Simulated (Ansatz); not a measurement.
```yaml
crystal:
  lattice:
    - [3.87776, 0.00000, 0.00000]
    - [0.00000, 10.21605, 0.00000]
    - [0.00000, 0.00000, 10.23780]
  atoms:
    - { symbol: Ta, position: [0.00000, 0.19878, 0.75000] }
    - { symbol: Ta, position: [0.50000, 0.69878, 0.75000] }
    - { symbol: Ta, position: [0.00000, 0.80122, 0.25000] }
    - { symbol: Ta, position: [0.50000, 0.30122, 0.25000] }
    - { symbol: Ta, position: [0.00000, 0.13371, 0.05930] }
    - { symbol: Ta, position: [0.50000, 0.63371, 0.05930] }
    - { symbol: Ta, position: [0.00000, 0.86629, 0.55930] }
    - { symbol: Ta, position: [0.50000, 0.36629, 0.55930] }
    - { symbol: Ta, position: [0.00000, 0.86629, 0.94070] }
    - { symbol: Ta, position: [0.50000, 0.36629, 0.94070] }
    - { symbol: Ta, position: [0.00000, 0.13371, 0.44070] }
    - { symbol: Ta, position: [0.50000, 0.63371, 0.44070] }
    - { symbol: N, position: [0.00000, 0.76415, 0.75000] }
    - { symbol: N, position: [0.50000, 0.26415, 0.75000] }
    - { symbol: N, position: [0.00000, 0.23585, 0.25000] }
    - { symbol: N, position: [0.50000, 0.73585, 0.25000] }
    - { symbol: N, position: [0.00000, 0.04700, 0.61992] }
    - { symbol: N, position: [0.50000, 0.54700, 0.61992] }
    - { symbol: N, position: [0.00000, 0.95300, 0.11992] }
    - { symbol: N, position: [0.50000, 0.45300, 0.11992] }
    - { symbol: N, position: [0.00000, 0.95300, 0.38008] }
    - { symbol: N, position: [0.50000, 0.45300, 0.38008] }
    - { symbol: N, position: [0.00000, 0.04700, 0.88008] }
    - { symbol: N, position: [0.50000, 0.54700, 0.88008] }
    - { symbol: N, position: [0.00000, 0.30870, 0.57330] }
    - { symbol: N, position: [0.50000, 0.80870, 0.57330] }
    - { symbol: N, position: [0.00000, 0.69130, 0.07330] }
    - { symbol: N, position: [0.50000, 0.19130, 0.07330] }
    - { symbol: N, position: [0.00000, 0.69130, 0.42670] }
    - { symbol: N, position: [0.50000, 0.19130, 0.42670] }
    - { symbol: N, position: [0.00000, 0.30870, 0.92670] }
    - { symbol: N, position: [0.50000, 0.80870, 0.92670] }
```

Space group Cmcm.

Level of theory: DFT PBEsol, scalar-relativistic, plane waves, PAW in Ansatz 0.2.0.

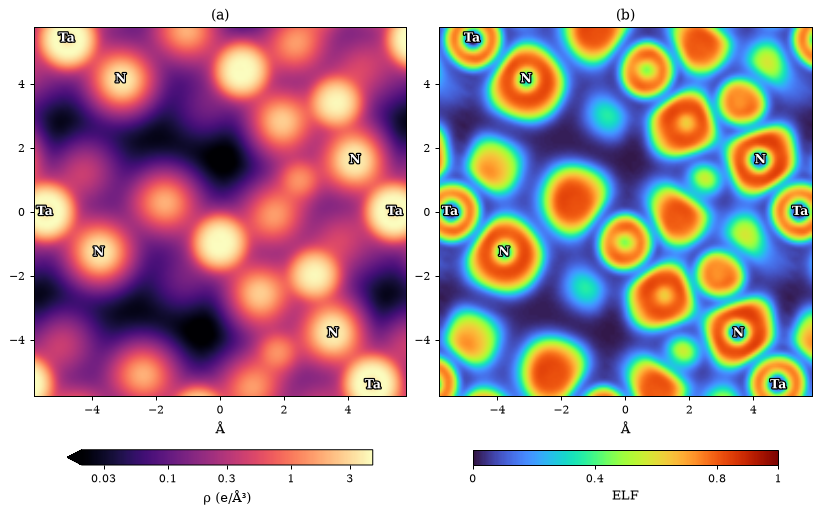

Ta3N5. (a) valence electron density; (b) electron localisation function on the (111) plane of the conventional cell.

Core electrons are frozen (PAW), and the valence fields are smoothed inside the atomic spheres.

### Interpret the plot.

Atoms in the plane: Ta and N.
Atoms just off the plane (Ta, 0.4 Å away and N, 0.4 Å away) can leave unmarked features too.
Ta–N (2.04 Å): ρ is about 0.86 e/Å³ halfway; the ELF peaks at about 0.85 in the valence shell of N, 0.6 Å from its nucleus, and drops to about 0.25 between the two atoms: no localised pair shows between them.
Ta–N (2.13 Å): ρ at the midpoint is about 0.7 e/Å³; the ELF peaks at about 0.80 in the valence shell of N, 0.7 Å from its nucleus, and is about 0.25 at the midpoint; no localised pair shows between them.
Between the atoms the lowest density in this plane is 0.02 e/Å³.
The features right at Ta lie inside the PAW spheres, where the map follows smoothed inner orbitals and isn't to be read closely.
